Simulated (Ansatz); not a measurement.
## Electronic structure of HPt4 (slab) in real space

```
Pt H
1.0
     2.77049    0.00000    0.00000
    -1.38524    2.39931    0.00000
     0.00000    0.00000   25.78628
Pt H
4 1
Direct
  0.66667 0.33333 0.32963
  0.33333 0.66667 0.41736
  0.99754 0.00246 0.50528
  0.66170 0.33830 0.59579
  0.32715 0.67285 0.63176
```

Computed without spin polarisation.

All numbers below come from Ansatz, DFT PBEsol, scalar-relativistic, plane waves, PAW.

Core electrons are frozen (PAW), and the valence fields are smoothed inside the atomic spheres.

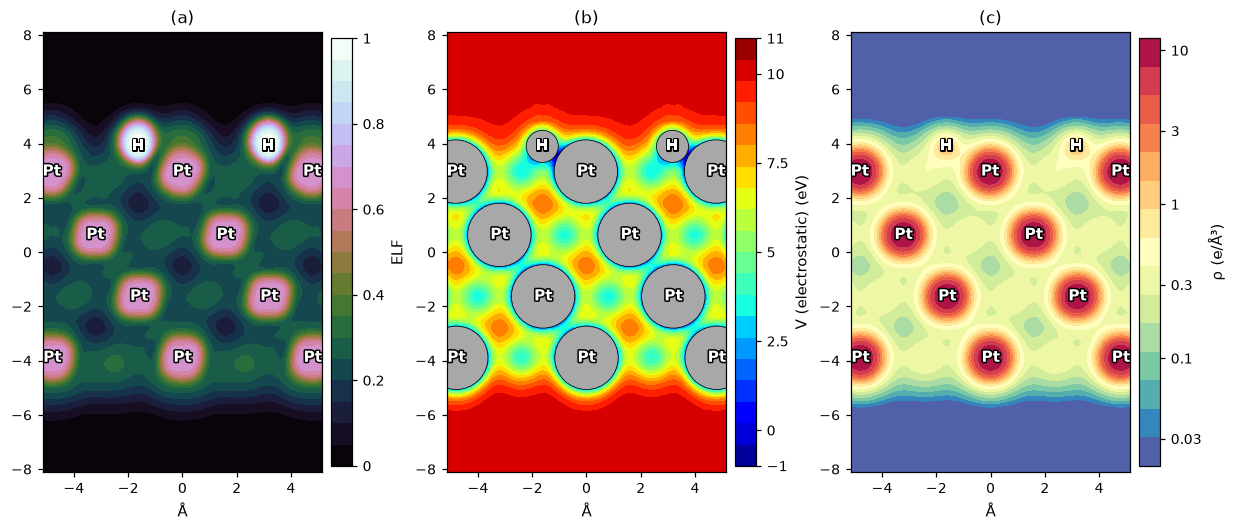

Figure 1. (a) electron localisation function; (b) electrostatic potential energy of an electron; (c) valence pseudo-density on the (110) plane of the calculation cell, a cut from vacuum to vacuum. Grey discs cover the atomic cores in the potential map.

### What does the map show?

The section cuts through Pt and H sites.
Pt–H (1.85 Å): ρ is about 1.2 e/Å³ halfway; the ELF climbs to about 1 towards the hydrogen.
Pt–Pt (2.77 Å): ρ is about 0.38 e/Å³ halfway; the ELF is about 0.25 at the midpoint: no localised pair shows between them.
Pt–Pt (2.84 Å): the density is about 0.34 e/Å³ at the midpoint; the ELF is about 0.25 at the midpoint; no localised pair shows between them.
The density dies away to nearly zero in the vacuum.
The features right at Pt lie inside the PAW spheres, where the map follows smoothed inner orbitals and isn't to be read closely.
Outside the cores the potential energy rises away from the atoms and is highest in the vacuum; its zero is arbitrary.

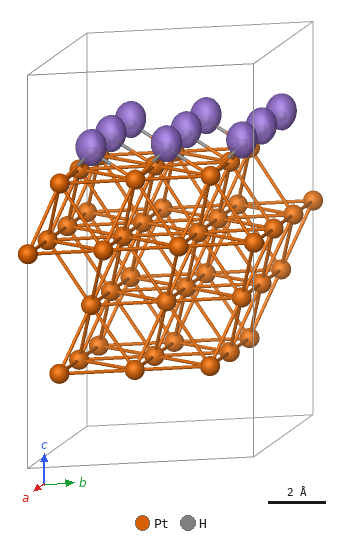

Figure 2. Isosurface of the ELF at 0.7 (purple), seen slightly off an axis. Core shells and regions of very low density are left out. Sticks mark near contacts.

### Where are the electrons localised?

The surface consists of one region around a hydrogen nucleus, counted in one cell of 5 atoms. Counts are for one cell; the picture repeats the cell along the surface.

### Does the calculation give a band gap?

It is gapless in this calculation (a metal or semimetal).
